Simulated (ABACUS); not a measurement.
## CsBr: band-structure run (part 2 of 2)

CsBr (2 atoms in the cell); Kohn-Sham DFT of a periodic cell, PBE, PseudoDojo NC SR 0.5 PBE standard, no spin polarisation (ABACUS 3.10.1); cutoff 680.28 eV, 5×5×5 k-mesh, fermi-dirac of 0.05 eV. The structure derives from a Materials Project entry.

Geometry of the input (Å; fractional positions):
```
4.3256  0.0000  0.0000
0.0000  4.3256  0.0000
0.0000  0.0000  4.3256
Cs 0.0000  0.0000  0.0000
Br 0.5000  0.5000  0.5000
```

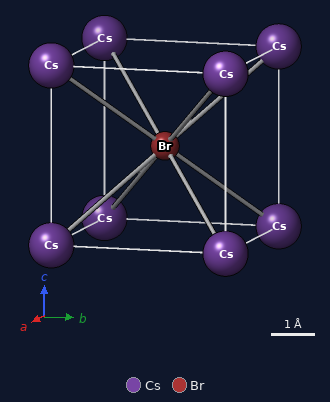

**Figure 1.** The input geometry (ball-and-stick view of the cell of the calculation, seen slightly off an axis).

## Log, continued
```
----------------------------------------------------------
     Energy           Rydberg                 eV
----------------------------------------------------------
 E_KohnSham     -78.4790129717       -1067.7617498317
 E_Harris       -78.5503595771       -1068.7324701968
 E_Fermi        0.3240437266         4.4088410831
----------------------------------------------------------

 PW ALGORITHM --------------- ION=   1  ELEC=   3--------------------------------

 Density error is 0.00059599462059
                          Error Threshold = 2.23472282715e-05
----------------------------------------------------------
     Energy           Rydberg                 eV
----------------------------------------------------------
 E_KohnSham     -78.4793213952       -1067.7659461476
 E_Harris       -78.4762451302       -1067.7240914153
 E_Fermi        0.3228027439         4.3919566472
----------------------------------------------------------

 PW ALGORITHM --------------- ION=   1  ELEC=   4--------------------------------

 Density error is 4.50818921296e-06
                          Error Threshold = 3.72496637869e-06
----------------------------------------------------------
     Energy           Rydberg                 eV
----------------------------------------------------------
 E_KohnSham     -78.4793813734       -1067.7667621938
 E_Harris       -78.4778120584       -1067.7454105677
 E_Fermi        0.3225046203         4.3879004668
----------------------------------------------------------

 PW ALGORITHM --------------- ION=   1  ELEC=   5--------------------------------

 Density error is 2.89327632803e-07
                          Error Threshold = 2.8176182581e-08
----------------------------------------------------------
     Energy           Rydberg                 eV
----------------------------------------------------------
 E_KohnSham     -78.4793851304       -1067.7668133093
 E_Harris       -78.4797131541       -1067.7712763008
 E_Fermi        0.3226647886         4.3900796691
----------------------------------------------------------

 PW ALGORITHM --------------- ION=   1  ELEC=   6--------------------------------

 Density error is 3.46253533518e-09
                          Error Threshold = 1.80829770502e-09
----------------------------------------------------------
     Energy           Rydberg                 eV
----------------------------------------------------------
 E_KohnSham     -78.4793852263       -1067.7668146140
 E_KS(sigma->0) -78.4793852263       -1067.7668146140
 E_Harris       -78.4793656575       -1067.7665483680
 E_band         -4.4281018235        -60.2474161242
 E_one_elec     -5.8406781525        -79.4665030584
 E_Hartree      9.0761994321         123.4880284610
 E_xc           -24.2303539112       -329.6708777495
 E_Ewald        -57.4845525946       -782.1174622671
 E_entropy(-TS) -0.0000000000        -0.0000000000
 E_descf        0.0000000000         0.0000000000
 E_exx          0.0000000000         0.0000000000
 E_Fermi        0.3226644215         4.3900746741
----------------------------------------------------------

 charge density convergence is achieved
 final etot is -1067.7668146 eV
 EFERMI = 4.3900746741 eV
The vacuum level is 5.8145348062 eV

 STATE ENERGY(eV) AND OCCUPATIONS    NSPIN == 1
 1/10 kpoint (Cartesian) = 0.0000 0.0000 0.0000 (826 pws)
       1       -16.9060      0.0160000
       2       -9.43216      0.0160000
       3       -3.50770      0.0160000
       4       -3.50770      0.0160000
       5       -3.50770      0.0160000
       6        2.89614      0.0160000
       7        2.89614      0.0160000
       8        2.89614      0.0160000
       9        7.32247    5.41569e-28
      10        7.85744    1.22176e-32
      11        7.85744    1.22176e-32
      12        11.9587    2.90805e-68
      13        11.9587    2.90805e-68
      14        11.9587    2.90805e-68
      15        14.9211        0.00000
      16        14.9211        0.00000
      17        15.9600        0.00000
      18        15.9600        0.00000

 2/10 kpoint (Cartesian) = 0.046236 0.0000 0.0000 (817 pws)
       1       -16.8897      0.0960000
       2       -9.43530      0.0960000
       3       -3.64336      0.0960000
       4       -3.47522      0.0960000
       5       -3.47522      0.0960000
       6        2.37665      0.0960000
       7        2.83407      0.0960000
       8        2.83407      0.0960000
       9        8.10131    5.58277e-34
      10        8.19562    8.46709e-35
      11        8.66330    7.33735e-39
      12        11.7543    1.04165e-65
      13        11.7543    1.04165e-65
      14        12.1487    3.90551e-69
      15        13.0274    9.10576e-77
      16        15.1463        0.00000
      17        15.1463        0.00000
      18        15.2528        0.00000

 3/10 kpoint (Cartesian) = 0.092472 0.0000 0.0000 (826 pws)
       1       -16.8630      0.0960000
       2       -9.44228      0.0960000
       3       -3.84028      0.0960000
       4       -3.42126      0.0960000
       5       -3.42126      0.0960000
       6        1.73270      0.0960000
       7        2.72943      0.0960000
       8        2.72943      0.0960000
       9        8.68222    5.02508e-39
      10        9.74011    3.25420e-48
      11        10.2221    2.11654e-52
      12        11.3644    2.53577e-62
      13        11.6786    4.73407e-65
      14        11.6786    4.73407e-65
      15        12.5595    1.05613e-72
      16        13.7773    2.78998e-83
      17        13.7773    2.78998e-83
      18        14.4275        0.00000

 4/10 kpoint (Cartesian) = 0.046236 0.046236 0.0000 (808 pws)
       1       -16.8741       0.192000
       2       -9.42505       0.192000
       3       -3.70566       0.192000
       4       -3.58225       0.192000
       5       -3.44669       0.192000
       6        2.26571       0.192000
       7        2.65179       0.192000
       8        2.81573       0.192000
       9        8.49581    4.18181e-37
      10        8.66012    1.56381e-38
      11        9.17336    5.44711e-43
      12        11.1122    7.85886e-60
      13        11.4063    2.19338e-62
      14        12.3247    2.31315e-70
      15        13.3890    1.31671e-79
      16        14.2871    2.08422e-87
      17        14.3705    3.93334e-88
      18        14.7451        0.00000

 5/10 kpoint (Cartesian) = 0.092472 0.046236 0.0000 (811 pws)
       1       -16.8487       0.384000
       2       -9.40966       0.384000
       3       -3.89727       0.384000
       4       -3.64411       0.384000
       5       -3.39949       0.384000
       6        1.94380       0.384000
       7        2.56798       0.384000
       8        2.78108       0.384000
       9        8.81321    1.46379e-39
      10        9.33221    4.54483e-44
      11        10.3066    1.56349e-52
      12        10.9018    1.05821e-57
      13        11.5070    5.85713e-63
      14        11.6580    2.85860e-64
      15        12.6646    5.16475e-73
      16        13.7109    4.21511e-82
      17        15.2446        0.00000
      18        15.3086        0.00000

 6/10 kpoint (Cartesian) = 0.092472 0.092472 0.0000 (796 pws)
       1       -16.8253       0.192000
       2       -9.35552       0.192000
       3       -4.00279       0.192000
       4       -3.95802       0.192000
       5       -3.36374       0.192000
       6        2.24044       0.192000
       7        2.37476       0.192000
       8        2.86808       0.192000
       9        8.34418    8.67760e-36
      10        8.65740    1.65111e-38
      11        10.2401    2.95399e-52
      12        10.4744    2.72482e-54
      13        12.1594    6.30925e-69
      14        12.5774    1.47663e-72
      15        13.8276    2.04196e-83
      16        14.7603        0.00000
      17        15.2416        0.00000
      18        15.8702        0.00000

[... levels at 4 further k points ...]

------------------------------------------------------------------------------------------
 TOTAL-FORCE (eV/Angstrom)
------------------------------------------------------------------------------------------
                       Cs1         0.0000000000         0.0000000000         0.0000000000
                       Br1         0.0000000000         0.0000000000         0.0000000000
------------------------------------------------------------------------------------------

----------------------------------------------------------------
 TOTAL-STRESS (KBAR)
----------------------------------------------------------------
         5.7662204528         0.0000000000         0.0000000000
         0.0000000000         5.7662204528         0.0000000000
         0.0000000000         0.0000000000         5.7662204528
----------------------------------------------------------------
 TOTAL-PRESSURE: 5.766220 KBAR

 --------------------------------------------
 !FINAL_ETOT_IS -1067.7668146140454155 eV
 --------------------------------------------
```

## Standard output
```
ABACUS v3.10.1

               Atomic-orbital Based Ab-initio Computation at UStc

%%%%%%%%%%%%%%%%%%%%%%%%%%%%%%%%%%%%%%%%%%%%%%%%%%%%%%%%%%%%%%%%%%%%%%%%%%%%%%%%%%%%%%%%%%%%%%%%%%%%%%%%%
 Warning: the number of valence electrons in pseudopotential > 1 for Cs: [Xe] 6s1
 Pseudopotentials with additional electrons can yield (more) accurate outcomes, but may be less efficient.
 If you're confident that your chosen pseudopotential is appropriate, you can safely ignore this warning.
%%%%%%%%%%%%%%%%%%%%%%%%%%%%%%%%%%%%%%%%%%%%%%%%%%%%%%%%%%%%%%%%%%%%%%%%%%%%%%%%%%%%%%%%%%%%%%%%%%%%%%%%%

 UNIFORM GRID DIM        : 40 * 40 * 40
 UNIFORM GRID DIM(BIG)   : 40 * 40 * 40
 ---------------------------------------------------------
 Self-consistent calculations for electrons
 ---------------------------------------------------------
 SPIN    KPOINTS         PROCESSORS  THREADS
 1       10              4           4
 ---------------------------------------------------------
 Use plane wave basis
 ---------------------------------------------------------
 ELEMENT NATOM       XC
 Cs      1
 Br      1
 ---------------------------------------------------------
 Initial plane wave basis and FFT box
 ---------------------------------------------------------
 -------------------------------------------
 SELF-CONSISTENT :
 -------------------------------------------
 START CHARGE      : atomic
 ITER       ETOT/eV          EDIFF/eV         DRHO     TIME/s
 DA1     -1.06758684e+03   0.00000000e+00   6.1745e-02   0.64
 DA2     -1.06776175e+03  -1.74911357e-01   3.5756e-03   0.20
 DA3     -1.06776595e+03  -4.19631598e-03   5.9599e-04   0.23
 DA4     -1.06776676e+03  -8.16046163e-04   4.5082e-06   0.20
 DA5     -1.06776681e+03  -5.11154769e-05   2.8933e-07   0.32
 DA6     -1.06776681e+03  -1.30477144e-06   3.4625e-09   0.30
----------------------------------------------------------------
 TOTAL-STRESS (KBAR)
----------------------------------------------------------------
         5.7662204528         0.0000000000         0.0000000000
         0.0000000000         5.7662204528         0.0000000000
         0.0000000000         0.0000000000         5.7662204528
----------------------------------------------------------------
 TOTAL-PRESSURE: 5.766220 KBAR
```

## Summary

| quantity | value |
| --- | --- |
| outcome | converged |
| space group (tolerance 0.01 Å) | Pm-3m (221) |
| electrons treated | 16 |
| free energy | −1067.7668 eV |
| Fermi energy of the self-consistent step | 4.390 eV |
| gap on the k-point mesh | 4.43 eV |
| pressure | 0.58 GPa |
| largest force (length of the vector) | under 0.001 eV/Å |
| hardware | 4 threads of Intel Xeon (Sapphire Rapids), 16 GiB of memory available, shared host |
| wall time | 2.6 s (CPU time 9.7 s) |
| peak memory | 0.24 GiB |
